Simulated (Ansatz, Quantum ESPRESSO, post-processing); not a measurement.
# Band offsets of the CdS/CuI(110) superlattice, 5 + 5 layers, a = 5.89 Å, part 6 of 7

How do the band edges meet in the CdS/CuI(110) superlattice, 5 + 5 layers, a = 5.89 Å?

Quantum ESPRESSO 7.5; plane-wave DFT, LDA, GBRV ultrasoft pseudopotentials; cross-check by Ansatz 0.2.0 with PAW datasets.

So far. Step 3 (SCF with pw.x of bulk CdS): The run needed 8 iterations to bring the estimated error under 1e-07 Ry. Step 11 (Self-consistent run of the superlattice): The run needed 22 iterations to bring the estimated error under 1e-07 Ry; the largest force on any atom, held or free, is 2.36 eV/Å.

## 14. Projected density of states

projwfc.x splits the states by atom and orbital; the spilling says how much the atomic basis misses.

pdos.in

```
&projwfc
  prefix = 'ab'
  outdir = './out'
  filpdos = 'pdos'
  Emin = 3.708
  Emax = 10.708
  DeltaE = 0.05
  ngauss = 0
  degauss = 0.006
/
```

Command:

```
$ OMP_NUM_THREADS=1 mpirun -n 4 projwfc.x -in pdos.in > pdos.out
```

Numbers of over 12 decimals in the logs are rounded to 6 here.

The program printed:

```text
[banner, memory and clock lines left out]
Program PROJWFC v.7.5 starts

          URL

     ./out/ab.save/

     IMPORTANT: XC functional enforced from input :
     Exchange-correlation= PZ
                           (   1   1   0   0   0   0   0)
     Any further DFT definition will be discarded
     Please, verify this is what you really want

     Check: negative core charge=   -0.000002

     negative rho (up, down):  9.621E-02 0.000E+00

     Gaussian broadening (read from input): ngauss,degauss=   0    0.006000

     Calling projwave ....
     one sub-group per band group will be used

     linear algebra parallelized on   4 procs

  Problem Sizes
  natomwfc =          150
  nx       =           75
  nbnd     =          132
  nkstot   =           20
  npwx     =         3761
  nkb      =          360

     Atomic states used for projection
     (read from pseudopotential files):

     state #   1: atom   1 (Cd ), wfc  1 (l=2 m= 1)
     state #   2: atom   1 (Cd ), wfc  1 (l=2 m= 2)
     state #   3: atom   1 (Cd ), wfc  1 (l=2 m= 3)
     state #   4: atom   1 (Cd ), wfc  1 (l=2 m= 4)
     state #   5: atom   1 (Cd ), wfc  1 (l=2 m= 5)
     state #   6: atom   1 (Cd ), wfc  2 (l=0 m= 1)
     state #   7: atom   1 (Cd ), wfc  3 (l=1 m= 1)
     state #   8: atom   1 (Cd ), wfc  3 (l=1 m= 2)
     state #   9: atom   1 (Cd ), wfc  3 (l=1 m= 3)
     state #  10: atom   2 (S  ), wfc  1 (l=0 m= 1)
     state #  11: atom   2 (S  ), wfc  2 (l=1 m= 1)
     state #  12: atom   2 (S  ), wfc  2 (l=1 m= 2)
     state #  13: atom   2 (S  ), wfc  2 (l=1 m= 3)
     state #  14: atom   3 (Cd ), wfc  1 (l=2 m= 1)
     state #  15: atom   3 (Cd ), wfc  1 (l=2 m= 2)
     state #  16: atom   3 (Cd ), wfc  1 (l=2 m= 3)
     state #  17: atom   3 (Cd ), wfc  1 (l=2 m= 4)
     state #  18: atom   3 (Cd ), wfc  1 (l=2 m= 5)
     state #  19: atom   3 (Cd ), wfc  2 (l=0 m= 1)
     state #  20: atom   3 (Cd ), wfc  3 (l=1 m= 1)
     state #  21: atom   3 (Cd ), wfc  3 (l=1 m= 2)
     state #  22: atom   3 (Cd ), wfc  3 (l=1 m= 3)
     state #  23: atom   4 (S  ), wfc  1 (l=0 m= 1)
     state #  24: atom   4 (S  ), wfc  2 (l=1 m= 1)
     state #  25: atom   4 (S  ), wfc  2 (l=1 m= 2)
     state #  26: atom   4 (S  ), wfc  2 (l=1 m= 3)
     state #  27: atom   5 (Cd ), wfc  1 (l=2 m= 1)
     state #  28: atom   5 (Cd ), wfc  1 (l=2 m= 2)
     state #  29: atom   5 (Cd ), wfc  1 (l=2 m= 3)
     state #  30: atom   5 (Cd ), wfc  1 (l=2 m= 4)
     state #  31: atom   5 (Cd ), wfc  1 (l=2 m= 5)
     state #  32: atom   5 (Cd ), wfc  2 (l=0 m= 1)
     state #  33: atom   5 (Cd ), wfc  3 (l=1 m= 1)
     state #  34: atom   5 (Cd ), wfc  3 (l=1 m= 2)
     state #  35: atom   5 (Cd ), wfc  3 (l=1 m= 3)
     state #  36: atom   6 (S  ), wfc  1 (l=0 m= 1)
     state #  37: atom   6 (S  ), wfc  2 (l=1 m= 1)
     state #  38: atom   6 (S  ), wfc  2 (l=1 m= 2)
     state #  39: atom   6 (S  ), wfc  2 (l=1 m= 3)
     state #  40: atom   7 (Cd ), wfc  1 (l=2 m= 1)
     state #  41: atom   7 (Cd ), wfc  1 (l=2 m= 2)
     state #  42: atom   7 (Cd ), wfc  1 (l=2 m= 3)
     state #  43: atom   7 (Cd ), wfc  1 (l=2 m= 4)
     state #  44: atom   7 (Cd ), wfc  1 (l=2 m= 5)
     state #  45: atom   7 (Cd ), wfc  2 (l=0 m= 1)
     state #  46: atom   7 (Cd ), wfc  3 (l=1 m= 1)
     state #  47: atom   7 (Cd ), wfc  3 (l=1 m= 2)
     state #  48: atom   7 (Cd ), wfc  3 (l=1 m= 3)
     state #  49: atom   8 (S  ), wfc  1 (l=0 m= 1)
     state #  50: atom   8 (S  ), wfc  2 (l=1 m= 1)
     state #  51: atom   8 (S  ), wfc  2 (l=1 m= 2)
     state #  52: atom   8 (S  ), wfc  2 (l=1 m= 3)
     state #  53: atom   9 (Cd ), wfc  1 (l=2 m= 1)
     state #  54: atom   9 (Cd ), wfc  1 (l=2 m= 2)
     state #  55: atom   9 (Cd ), wfc  1 (l=2 m= 3)
     state #  56: atom   9 (Cd ), wfc  1 (l=2 m= 4)
     state #  57: atom   9 (Cd ), wfc  1 (l=2 m= 5)
     state #  58: atom   9 (Cd ), wfc  2 (l=0 m= 1)
     state #  59: atom   9 (Cd ), wfc  3 (l=1 m= 1)
     state #  60: atom   9 (Cd ), wfc  3 (l=1 m= 2)
     state #  61: atom   9 (Cd ), wfc  3 (l=1 m= 3)
     state #  62: atom  10 (S  ), wfc  1 (l=0 m= 1)
     state #  63: atom  10 (S  ), wfc  2 (l=1 m= 1)
     state #  64: atom  10 (S  ), wfc  2 (l=1 m= 2)
     state #  65: atom  10 (S  ), wfc  2 (l=1 m= 3)
     state #  66: atom  11 (Cu ), wfc  1 (l=0 m= 1)
     state #  67: atom  11 (Cu ), wfc  2 (l=1 m= 1)
     state #  68: atom  11 (Cu ), wfc  2 (l=1 m= 2)
     state #  69: atom  11 (Cu ), wfc  2 (l=1 m= 3)
     state #  70: atom  11 (Cu ), wfc  3 (l=2 m= 1)
     state #  71: atom  11 (Cu ), wfc  3 (l=2 m= 2)
     state #  72: atom  11 (Cu ), wfc  3 (l=2 m= 3)
     state #  73: atom  11 (Cu ), wfc  3 (l=2 m= 4)
     state #  74: atom  11 (Cu ), wfc  3 (l=2 m= 5)
     state #  75: atom  11 (Cu ), wfc  4 (l=0 m= 1)
     state #  76: atom  11 (Cu ), wfc  5 (l=1 m= 1)
     state #  77: atom  11 (Cu ), wfc  5 (l=1 m= 2)
     state #  78: atom  11 (Cu ), wfc  5 (l=1 m= 3)
     state #  79: atom  12 (I  ), wfc  1 (l=0 m= 1)
     state #  80: atom  12 (I  ), wfc  2 (l=1 m= 1)
     state #  81: atom  12 (I  ), wfc  2 (l=1 m= 2)
     state #  82: atom  12 (I  ), wfc  2 (l=1 m= 3)
     state #  83: atom  13 (Cu ), wfc  1 (l=0 m= 1)
     state #  84: atom  13 (Cu ), wfc  2 (l=1 m= 1)
     state #  85: atom  13 (Cu ), wfc  2 (l=1 m= 2)
     state #  86: atom  13 (Cu ), wfc  2 (l=1 m= 3)
     state #  87: atom  13 (Cu ), wfc  3 (l=2 m= 1)
     state #  88: atom  13 (Cu ), wfc  3 (l=2 m= 2)
     state #  89: atom  13 (Cu ), wfc  3 (l=2 m= 3)
     state #  90: atom  13 (Cu ), wfc  3 (l=2 m= 4)
     state #  91: atom  13 (Cu ), wfc  3 (l=2 m= 5)
     state #  92: atom  13 (Cu ), wfc  4 (l=0 m= 1)
     state #  93: atom  13 (Cu ), wfc  5 (l=1 m= 1)
     state #  94: atom  13 (Cu ), wfc  5 (l=1 m= 2)
     state #  95: atom  13 (Cu ), wfc  5 (l=1 m= 3)
     state #  96: atom  14 (I  ), wfc  1 (l=0 m= 1)
     state #  97: atom  14 (I  ), wfc  2 (l=1 m= 1)
     state #  98: atom  14 (I  ), wfc  2 (l=1 m= 2)
     state #  99: atom  14 (I  ), wfc  2 (l=1 m= 3)
     state # 100: atom  15 (Cu ), wfc  1 (l=0 m= 1)
     state # 101: atom  15 (Cu ), wfc  2 (l=1 m= 1)
     state # 102: atom  15 (Cu ), wfc  2 (l=1 m= 2)
     state # 103: atom  15 (Cu ), wfc  2 (l=1 m= 3)
     state # 104: atom  15 (Cu ), wfc  3 (l=2 m= 1)
     state # 105: atom  15 (Cu ), wfc  3 (l=2 m= 2)
     state # 106: atom  15 (Cu ), wfc  3 (l=2 m= 3)
     state # 107: atom  15 (Cu ), wfc  3 (l=2 m= 4)
     state # 108: atom  15 (Cu ), wfc  3 (l=2 m= 5)
     state # 109: atom  15 (Cu ), wfc  4 (l=0 m= 1)
     state # 110: atom  15 (Cu ), wfc  5 (l=1 m= 1)
     state # 111: atom  15 (Cu ), wfc  5 (l=1 m= 2)
     state # 112: atom  15 (Cu ), wfc  5 (l=1 m= 3)
     state # 113: atom  16 (I  ), wfc  1 (l=0 m= 1)
     state # 114: atom  16 (I  ), wfc  2 (l=1 m= 1)
     state # 115: atom  16 (I  ), wfc  2 (l=1 m= 2)
     state # 116: atom  16 (I  ), wfc  2 (l=1 m= 3)
     state # 117: atom  17 (Cu ), wfc  1 (l=0 m= 1)
     state # 118: atom  17 (Cu ), wfc  2 (l=1 m= 1)
     state # 119: atom  17 (Cu ), wfc  2 (l=1 m= 2)
     state # 120: atom  17 (Cu ), wfc  2 (l=1 m= 3)
     state # 121: atom  17 (Cu ), wfc  3 (l=2 m= 1)
     state # 122: atom  17 (Cu ), wfc  3 (l=2 m= 2)
     state # 123: atom  17 (Cu ), wfc  3 (l=2 m= 3)
     state # 124: atom  17 (Cu ), wfc  3 (l=2 m= 4)
     state # 125: atom  17 (Cu ), wfc  3 (l=2 m= 5)
     state # 126: atom  17 (Cu ), wfc  4 (l=0 m= 1)
     state # 127: atom  17 (Cu ), wfc  5 (l=1 m= 1)
     state # 128: atom  17 (Cu ), wfc  5 (l=1 m= 2)
     state # 129: atom  17 (Cu ), wfc  5 (l=1 m= 3)
     state # 130: atom  18 (I  ), wfc  1 (l=0 m= 1)
     state # 131: atom  18 (I  ), wfc  2 (l=1 m= 1)
     state # 132: atom  18 (I  ), wfc  2 (l=1 m= 2)
     state # 133: atom  18 (I  ), wfc  2 (l=1 m= 3)
     state # 134: atom  19 (Cu ), wfc  1 (l=0 m= 1)
     state # 135: atom  19 (Cu ), wfc  2 (l=1 m= 1)
     state # 136: atom  19 (Cu ), wfc  2 (l=1 m= 2)
     state # 137: atom  19 (Cu ), wfc  2 (l=1 m= 3)
     state # 138: atom  19 (Cu ), wfc  3 (l=2 m= 1)
     state # 139: atom  19 (Cu ), wfc  3 (l=2 m= 2)
     state # 140: atom  19 (Cu ), wfc  3 (l=2 m= 3)
     state # 141: atom  19 (Cu ), wfc  3 (l=2 m= 4)
     state # 142: atom  19 (Cu ), wfc  3 (l=2 m= 5)
     state # 143: atom  19 (Cu ), wfc  4 (l=0 m= 1)
     state # 144: atom  19 (Cu ), wfc  5 (l=1 m= 1)
     state # 145: atom  19 (Cu ), wfc  5 (l=1 m= 2)
     state # 146: atom  19 (Cu ), wfc  5 (l=1 m= 3)
     state # 147: atom  20 (I  ), wfc  1 (l=0 m= 1)
     state # 148: atom  20 (I  ), wfc  2 (l=1 m= 1)
     state # 149: atom  20 (I  ), wfc  2 (l=1 m= 2)
     state # 150: atom  20 (I  ), wfc  2 (l=1 m= 3)

[... projections of each state ...]
Lowdin Charges:

     Atom #   1: total charge =  12.0217, s =  0.7684,
     Atom #   1: total charge =  12.0217, p =  1.3065, pz=  0.4367, px=  0.4320, py=  0.4378,
     Atom #   1: total charge =  12.0217, d =  9.9468, dz2=  1.9872, dxz=  1.9869, dyz=  1.9933, dx2-y2=  1.9928, dxy=  1.9866,
     Atom #   2: total charge =   6.0810, s =  1.6125,
     Atom #   2: total charge =   6.0810, p =  4.4685, pz=  1.5091, px=  1.4863, py=  1.4732,
     Atom #   2: total charge =   6.0810, d =  0.0000, dz2=  0.0000, dxz=  0.0000, dyz=  0.0000, dx2-y2=  0.0000, dxy=  0.0000,
     Atom #   3: total charge =  11.9016, s =  0.7469,
     Atom #   3: total charge =  11.9016, p =  1.2030, pz=  0.4034, px=  0.4013, py=  0.3982,
     Atom #   3: total charge =  11.9016, d =  9.9517, dz2=  1.9893, dxz=  1.9878, dyz=  1.9942, dx2-y2=  1.9926, dxy=  1.9877,
     Atom #   4: total charge =   6.0824, s =  1.5979,
     Atom #   4: total charge =   6.0824, p =  4.4845, pz=  1.4939, px=  1.4954, py=  1.4952,
     Atom #   4: total charge =   6.0824, d =  0.0000, dz2=  0.0000, dxz=  0.0000, dyz=  0.0000, dx2-y2=  0.0000, dxy=  0.0000,
     Atom #   5: total charge =  11.8901, s =  0.7436,
     Atom #   5: total charge =  11.8901, p =  1.1947, pz=  0.3979, px=  0.3972, py=  0.3996,
     Atom #   5: total charge =  11.8901, d =  9.9518, dz2=  1.9893, dxz=  1.9879, dyz=  1.9943, dx2-y2=  1.9927, dxy=  1.9877,
     Atom #   6: total charge =   6.0801, s =  1.5976,
     Atom #   6: total charge =   6.0801, p =  4.4826, pz=  1.4986, px=  1.4920, py=  1.4920,
     Atom #   6: total charge =   6.0801, d =  0.0000, dz2=  0.0000, dxz=  0.0000, dyz=  0.0000, dx2-y2=  0.0000, dxy=  0.0000,
     Atom #   7: total charge =  11.9016, s =  0.7469,
     Atom #   7: total charge =  11.9016, p =  1.2030, pz=  0.4034, px=  0.4013, py=  0.3982,
     Atom #   7: total charge =  11.9016, d =  9.9517, dz2=  1.9893, dxz=  1.9878, dyz=  1.9942, dx2-y2=  1.9926, dxy=  1.9877,
     Atom #   8: total charge =   6.0823, s =  1.5979,
     Atom #   8: total charge =   6.0823, p =  4.4844, pz=  1.4938, px=  1.4953, py=  1.4952,
     Atom #   8: total charge =   6.0823, d =  0.0000, dz2=  0.0000, dxz=  0.0000, dyz=  0.0000, dx2-y2=  0.0000, dxy=  0.0000,
     Atom #   9: total charge =  12.0217, s =  0.7684,
     Atom #   9: total charge =  12.0217, p =  1.3065, pz=  0.4367, px=  0.4320, py=  0.4378,
     Atom #   9: total charge =  12.0217, d =  9.9468, dz2=  1.9872, dxz=  1.9869, dyz=  1.9933, dx2-y2=  1.9928, dxy=  1.9866,
     Atom #  10: total charge =   6.0811, s =  1.6125,
     Atom #  10: total charge =   6.0811, p =  4.4686, pz=  1.5091, px=  1.4863, py=  1.4732,
     Atom #  10: total charge =   6.0811, d =  0.0000, dz2=  0.0000, dxz=  0.0000, dyz=  0.0000, dx2-y2=  0.0000, dxy=  0.0000,
     Atom #  11: total charge =  19.3479, s =  2.5826,
     Atom #  11: total charge =  19.3479, p =  7.1491, pz=  2.3834, px=  2.3849, py=  2.3808,
     Atom #  11: total charge =  19.3479, d =  9.6163, dz2=  1.9264, dxz=  1.9186, dyz=  1.9266, dx2-y2=  1.9212, dxy=  1.9235,
     Atom #  12: total charge =   6.2480, s =  1.6226,
     Atom #  12: total charge =   6.2480, p =  4.6254, pz=  1.5291, px=  1.5421, py=  1.5541,
     Atom #  12: total charge =   6.2480, d =  0.0000, dz2=  0.0000, dxz=  0.0000, dyz=  0.0000, dx2-y2=  0.0000, dxy=  0.0000,
     Atom #  13: total charge =  19.4646, s =  2.6053,
     Atom #  13: total charge =  19.4646, p =  7.2441, pz=  2.4129, px=  2.4131, py=  2.4181,
     Atom #  13: total charge =  19.4646, d =  9.6152, dz2=  1.9216, dxz=  1.9209, dyz=  1.9269, dx2-y2=  1.9250, dxy=  1.9208,
     Atom #  14: total charge =   6.2625, s =  1.6456,
     Atom #  14: total charge =   6.2625, p =  4.6168, pz=  1.5417, px=  1.5373, py=  1.5378,
     Atom #  14: total charge =   6.2625, d =  0.0000, dz2=  0.0000, dxz=  0.0000, dyz=  0.0000, dx2-y2=  0.0000, dxy=  0.0000,
     Atom #  15: total charge =  19.4736, s =  2.6079,
     Atom #  15: total charge =  19.4736, p =  7.2512, pz=  2.4181, px=  2.4173, py=  2.4158,
     Atom #  15: total charge =  19.4736, d =  9.6145, dz2=  1.9221, dxz=  1.9209, dyz=  1.9262, dx2-y2=  1.9247, dxy=  1.9208,
     Atom #  16: total charge =   6.2636, s =  1.6457,
     Atom #  16: total charge =   6.2636, p =  4.6179, pz=  1.5380, px=  1.5394, py=  1.5405,
     Atom #  16: total charge =   6.2636, d =  0.0000, dz2=  0.0000, dxz=  0.0000, dyz=  0.0000, dx2-y2=  0.0000, dxy=  0.0000,
     Atom #  17: total charge =  19.4646, s =  2.6053,
     Atom #  17: total charge =  19.4646, p =  7.2441, pz=  2.4129, px=  2.4131, py=  2.4181,
     Atom #  17: total charge =  19.4646, d =  9.6152, dz2=  1.9216, dxz=  1.9209, dyz=  1.9269, dx2-y2=  1.9250, dxy=  1.9208,
     Atom #  18: total charge =   6.2625, s =  1.6456,
     Atom #  18: total charge =   6.2625, p =  4.6168, pz=  1.5417, px=  1.5373, py=  1.5378,
     Atom #  18: total charge =   6.2625, d =  0.0000, dz2=  0.0000, dxz=  0.0000, dyz=  0.0000, dx2-y2=  0.0000, dxy=  0.0000,
     Atom #  19: total charge =  19.3480, s =  2.5826,
     Atom #  19: total charge =  19.3480, p =  7.1491, pz=  2.3834, px=  2.3849, py=  2.3808,
     Atom #  19: total charge =  19.3480, d =  9.6163, dz2=  1.9264, dxz=  1.9186, dyz=  1.9266, dx2-y2=  1.9212, dxy=  1.9235,
     Atom #  20: total charge =   6.2480, s =  1.6226,
     Atom #  20: total charge =   6.2480, p =  4.6254, pz=  1.5291, px=  1.5421, py=  1.5541,
     Atom #  20: total charge =   6.2480, d =  0.0000, dz2=  0.0000, dxz=  0.0000, dyz=  0.0000, dx2-y2=  0.0000, dxy=  0.0000,
     Spilling Parameter:   0.0067
```

Wall time 8.3 s (4 MPI ranks of Arm Neoverse V1, shared host); peak memory 0.41 GiB.

This step gave:

| Property | Result |
| --- | --- |
| spilling of the projection | 0.0067 |

The density of states has structure finer than the step of the table below, so its rows give means over 0.25 eV, whole bins alone (the curve runs from -3.00 to 3.55 eV). Peaks (eV: height): -2.550: 79.2, 2.900: 23.5.

Gaussian width 0.006 Ry; cut where the computed bands begin to run out. Density of states against energy, zero at the Fermi level; means over each step:

```tsv
energy (eV)	density of states (states/eV a cell)
-2.75	27.7
-2.50	60.9
-2.25	43.8
-2.00	32.1
-1.75	31.8
-1.50	25.9
-1.25	17.0
-1.00	15.1
-0.75	7.28
-0.50	3.43
-0.25	0.288
0.00	3.9e-4
0.25	0.131
0.50	0.0351
0.75	0.115
1.00	0.610
1.25	0.604
1.50	0.513
1.75	3.65
2.00	4.16
2.25	4.98
2.50	9.88
2.75	14.4
3.00	17.6
3.25	14.2
```

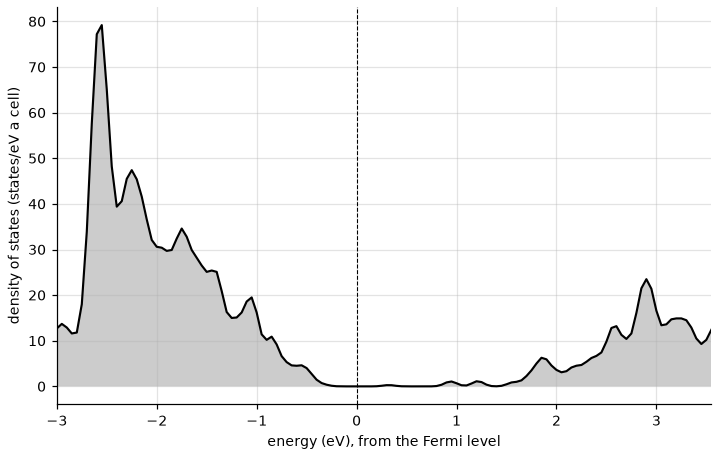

Density of states, plotted against energy.

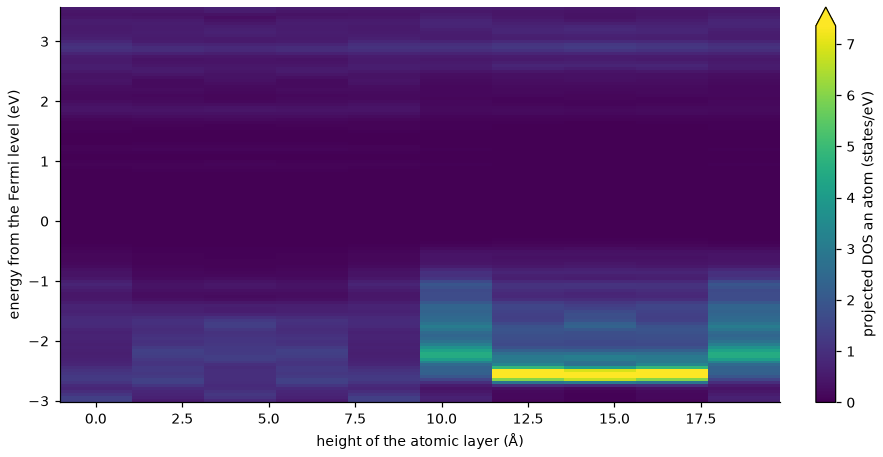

Projected DOS an atom over height of the atomic layer and energy from the Fermi level. Columns are the atomic layers from the bottom up.

Löwdin valence electrons by atom:

```tsv
atom	Löwdin valence electrons (e)
Cd1	12.0
S2	6.1
Cd3	11.9
S4	6.1
Cd5	11.9
S6	6.1
Cd7	11.9
S8	6.1
Cd9	12.0
S10	6.1
Cu11	19.3
I12	6.2
Cu13	19.5
I14	6.3
Cu15	19.5
I16	6.3
Cu17	19.5
I18	6.3
Cu19	19.3
I20	6.2
```

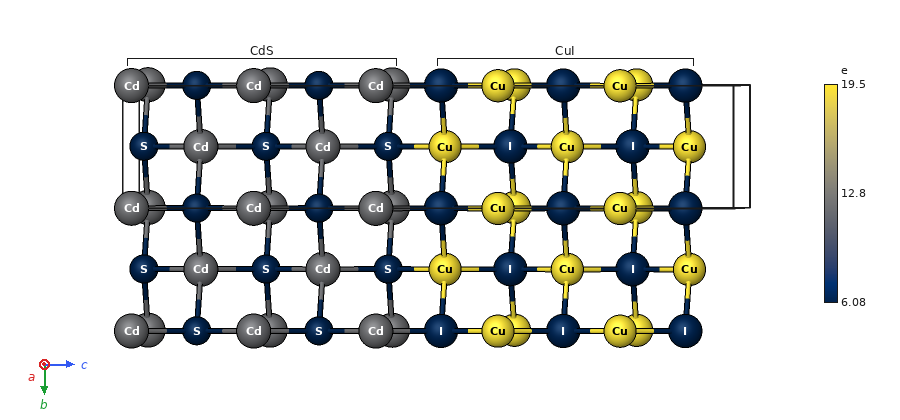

Atoms coloured by Löwdin valence electrons. 1×2×1 cells are drawn. Some periodic images of atoms are drawn too.

The atomic orbitals miss 0.7 % of the occupied states; for empty states the projections can miss much more.

## 15. The line-up

Each edge is taken over its own crystal's mean potential and then placed on the mean potential of those layers in the superlattice:

```tsv
crystal	valence top − mean (eV)	conduction bottom − mean (eV)	mean in the superlattice (eV)
CdS	1.905	2.675	3.974
CuI	5.448	6.613	0.990
```

Valence offset = (5.448 + 0.990) − (1.905 + 3.974) = 0.559 eV; conduction offset = 0.955 eV.

## 16. The same in Ansatz of bulk CdS

A second code with its own PAW datasets, on the same atoms.

Level of this step: plane-wave DFT, LDA, Ansatz PAW (Ansatz 0.2.0).

input.yaml

```yaml
crystal:
  lattice:
    - [5.89, 0.0, 0.0]
    - [0.0, 4.1648589412, 0.0]
    - [0.0, 0.0, 4.1648589412]
  atoms:
    - { symbol: Cd, position: [0.0, 0.0, 0.0] }
    - { symbol: S, position: [0.25, 0.5, 0.0] }
    - { symbol: Cd, position: [0.5, 0.5, 0.5] }
    - { symbol: S, position: [0.75, 0.0, 0.5] }
kpoints:
  mp_grid: { grid: [6, 8, 8] }
hamiltonian:
  xc: lda
scf:
  occupations: { method: fermi_dirac, width: 0.02 }
  convergence: { dr2_threshold: 1.0e-08 }
output:
  eigenvalues: true
checkpoint:
  write: az.a.run
  compress: false
  write_wavefunctions: false
```

Command:

```
$ ansatz run input.yaml --threads 4 --pin off --max-ram 16384MiB --backend cpu --events-out ev --progress --plain --runs-dir out
```

The program printed:

```text
[...]
Crystal: 4 atoms, lattice volume = 102.168 Å³
Basis set: ecut = 420 eV, 1947 PW (Γ)
Bands: 32, of which v1, the nominal top of the filled ones, is band 26 counted from 1 (25 counted from 0)
Symmetry: 16 space group operations
[...]
k-points: 60 of 384 (time reversal used)
[...]
SCF iter   1: F=—  HF=-17977.223823 eV  |F-HF|=—  |Δ(HF+E_count)|=         —  Δρ=8.37e-3  dr2=7.39e-2  ethr=1.77e-3  ⟨swp⟩=6.1  Hψ=7800  notcnv=0
[...]
SCF iter   3: F=—  HF=-17977.200036 eV  |F-HF|=—  |Δ(HF+E_count)|=   3.90e-3  Δρ=9.43e-4  dr2=8.57e-4  ethr=2.57e-5  ⟨swp⟩=2.0  Hψ=2407  notcnv=0  defer=59
automatic band count: iteration 3 solves 31 bands in place of 32: the levels show a gap, and the empty bands left out lie too high to hold charge; the band table lists the bands solved (type scf.n_extra_bands for more)
SCF iter   4: F=—  HF=-17977.199889 eV  |F-HF|=—  |Δ(HF+E_count)|=   1.47e-4  Δρ=2.72e-4  dr2=1.06e-4  ethr=1.65e-6  ⟨swp⟩=2.1  Hψ=2890  notcnv=0  defer=59
[...]
SCF iter   7: F=-17977.199895 eV  HF=-17977.199895 eV  |F-HF|=2.58e-9  |Δ(HF+E_count)|=   1.50e-7  Δρ=2.63e-6  dr2=7.01e-9  ethr=1.92e-11  ⟨swp⟩=5.4  Hψ=6244  notcnv=0
SCF 1 converged in 7 iterations: F = -17977.199895 eV  dr2 = 7.01e-9
[...]
SCF converged after 7 iterations
Free energy (F): -17977.199895 eV
[...]
Internal energy: -17977.199895 eV  (E = F + TS)
E sigma→0 (E₀):  -17977.199895 eV
Fermi energy:    6.634056 eV
[...]
--- Band table (eV; the first three rows and the last of 60) ---
  k-point 0: bands = [... 22 lower, 4.4016, 6.2206, 6.2206, 6.2206, 7.0223, 9.5806, 10.3350, 12.5629, ... 1 higher]
  k-point 1: bands = [... 22 lower, 4.4917, 5.4339, 6.0477, 6.1795, 7.7461, 9.8678, 10.6318, 12.3092, ... 1 higher]
  k-point 2: bands = [... 22 lower, 4.3829, 4.7413, 5.5601, 6.0471, 8.6698, 10.2337, 11.4134, 12.0037, ... 1 higher]
  k-point 59: bands = [... 22 lower, 4.0173, 4.0173, 4.0815, 4.0815, 11.3533, 11.3533, 11.4565, 11.4565, ... 1 higher]
```

Run time: 3.8 s. Hardware: 4 threads; peak memory 0.42 GiB; 15 s of CPU time.

Numbers from this step:

| Quantity | Value |
| --- | --- |
| free energy | -17977.1999 eV |
| Fermi energy | 6.634 eV |
| gap by band count | 0.8016 eV |
| symmetry operations | 16 |

(Part 6 of 7 ends here.)

[Logs are printed without paths, hosts, clocks, repeated set-up lines and the standing remarks that a program may print on its own settings, such as how far it seeks lower states.]

[Hosts, paths, dates, database ids (printed as entryN), source tags and the programs' standing remarks are cut or masked in the printed files.]

[Maps of the electrostatic potential energy from Ansatz leave out the sawtooth potential of an applied field or a dipole correction, so their vacuum need not be flat; planar profiles and work functions include it.]
